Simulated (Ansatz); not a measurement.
Al (Im-3m, No. 229): the end point of a relaxation with DFT, r2SCAN, plane waves (500 eV) with PAW, scalar-relativistic (Ansatz); the starting structure was generated, so it need not be a known form of this composition.

```yaml
crystal:
  lattice:
    - [3.19076, 0.00000, 0.00000]
    - [0.00000, 3.19076, 0.00000]
    - [0.00000, 0.00000, 3.19076]
  atoms:
    - { symbol: Al, position: [0.00000, 0.00000, 0.00000] }
    - { symbol: Al, position: [0.50000, 0.50000, 0.50000] }
```

**What will an iDPC-like image along [001] show? Simulated as the projected potential of neutral atoms (B = 0.5 Å²) blurred by a 1.15 Å probe, the thin-sample limit of integrated differential phase contrast. A slight drift was added.**

The columns repeat on a square net with a repeat of 2.26 Å (plane group p4mm). All columns are alike (Al). The shortest distance between visible columns is 2.26 Å in projection. Along the beam the structure repeats every 3.19 Å.

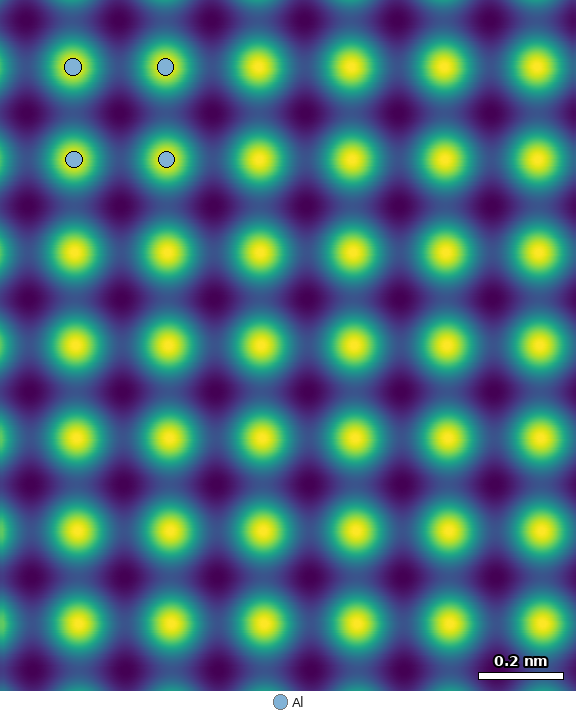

The simulated image, with the columns of the model marked in one corner.
